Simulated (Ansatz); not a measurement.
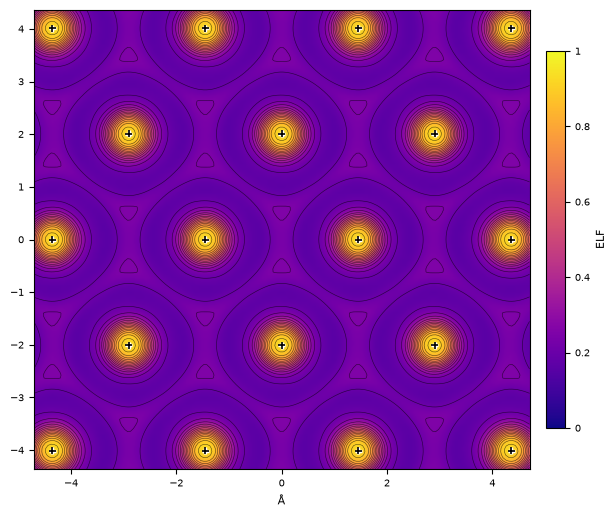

The electron localisation function on a plane through atoms (crosses mark nuclei in the plane).

Method: Ansatz 0.2.0, Kohn-Sham DFT of a periodic cell, LDA, Ansatz PAW.

Candidates:
A. Zn, a = 3.16 Å, b = 3.16 Å, c = 3.16 Å, α = 90.00°, β = 90.00°, γ = 90.00°. Space group Im-3m; a structure from a database of computed crystals, not necessarily the ambient phase; computed pressure about −9 GPa in this cell.
B. Ti, a = 3.28 Å, b = 3.28 Å, c = 3.28 Å, α = 90.00°, β = 90.00°, γ = 90.00°. Space group Im-3m; computed pressure about −10 GPa in this cell.
C. Cu, a = 2.90 Å, b = 2.90 Å, c = 2.77 Å, α = 90.00°, β = 90.00°, γ = 90.00°. Space group I4/mmm; a structure from a database of computed crystals, not necessarily the ambient phase; computed pressure about −11 GPa in this cell.

Question: Which system is this?

Answer: Candidate C: Cu on the (101̄) plane of the conventional cell, which holds Cu. Cu–Cu (2.48 Å): the ELF is about 0.20 at the midpoint; no localised pair shows between them.
